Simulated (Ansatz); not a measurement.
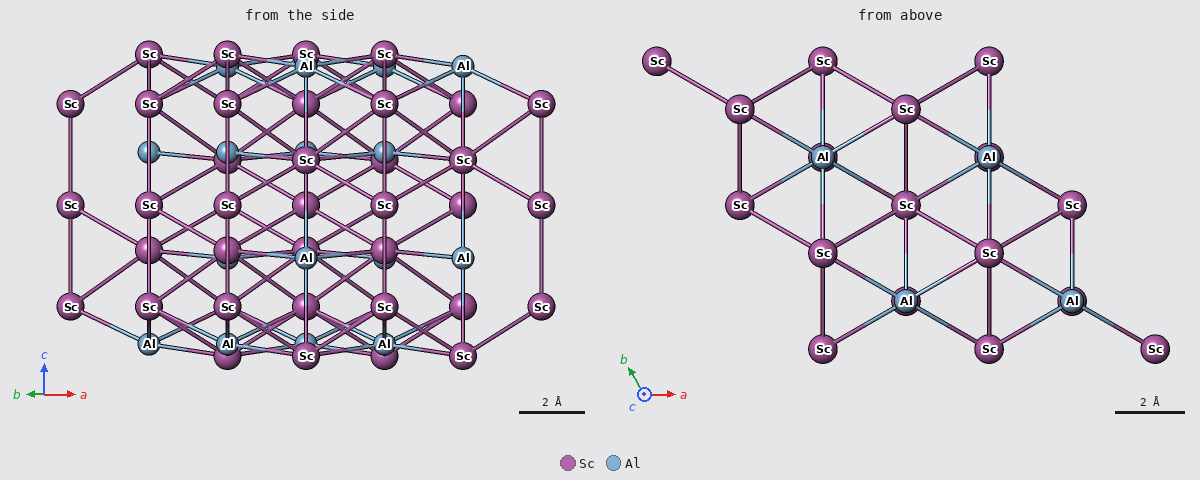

A ball-and-stick picture of a periodic slab, seen from the side and from above. The surface normal points up in side views; the vacuum is left out. 2×2 cells are drawn in the plane, with atoms at the edges repeated.

The cell holds 7 Sc, 4 Al. The slab was cut from bulk Sc2Al (P6_3/mmc).

> How far does the slab extend along the normal?

About 9 Å from the lowest to the highest atom.

> Index the surface.

(0 0 1).

Its origin is a structure listed in the Materials Project, from which a slab was cut. The atoms were relaxed in a fixed cell with DFT PBEsol, scalar-relativistic, plane waves, PAW (Ansatz).
